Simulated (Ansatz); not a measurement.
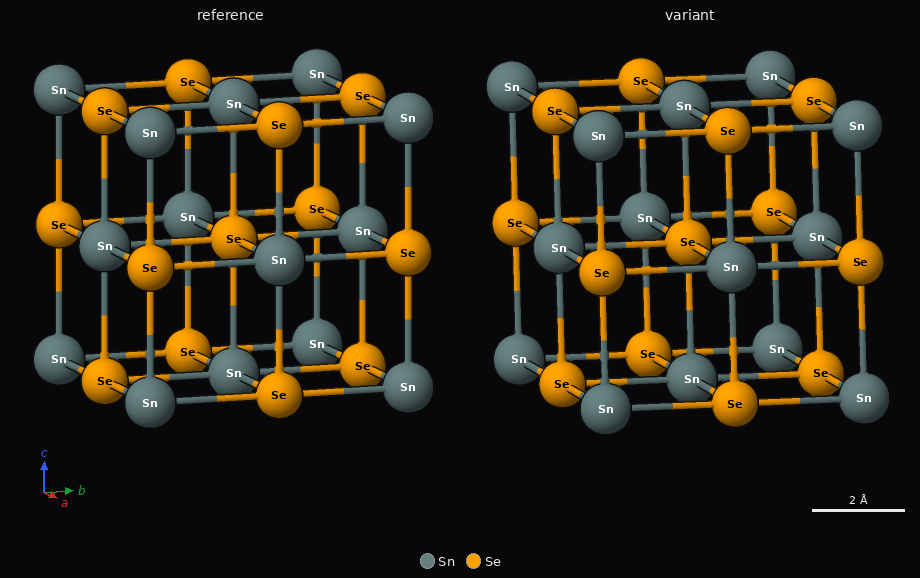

Left: a crystal of SnSe (built on the rocksalt type) at its r2SCAN-relaxed geometry. Right: the same structure after one change, at the same scale. Style: ball-and-stick. Shown: the conventional cell (4 times the calculation's cell), slightly off an axis. Lengths and directions refer to the drawn axes.

Computed with Ansatz 0.2.0, DFT, r2SCAN with spin-orbit coupling, plane waves, PAW. Set-up: plane-wave cutoff 500 eV; k-point mesh 8 × 8 × 8; occupations fermi dirac; smearing width 0.02 eV; spin-orbit.

What distinguishes the right structure from the left one?

Answer. The cell is strained by −3.2 % along [1 1 1] and +3.0 % across it (volume +2.7 %). The atoms and the free axis were relaxed with r2SCAN under that strain, and this is a single point on that geometry.

How do the computed properties respond?

Answer. It costs 10.4 meV per atom. Pressure: 0.2 GPa before, −1.2 GPa after. The principal stresses (compression positive) are 0.3 GPa along [1 1 1] and −1.9 GPa across it. All forces vanish by symmetry. Among the bonded contacts that change: Se–Sn 3.002 → 3.031 Å. The space group (tolerance 0.01 Å) goes from Fm-3m (No. 225) to R-3m (No. 166).
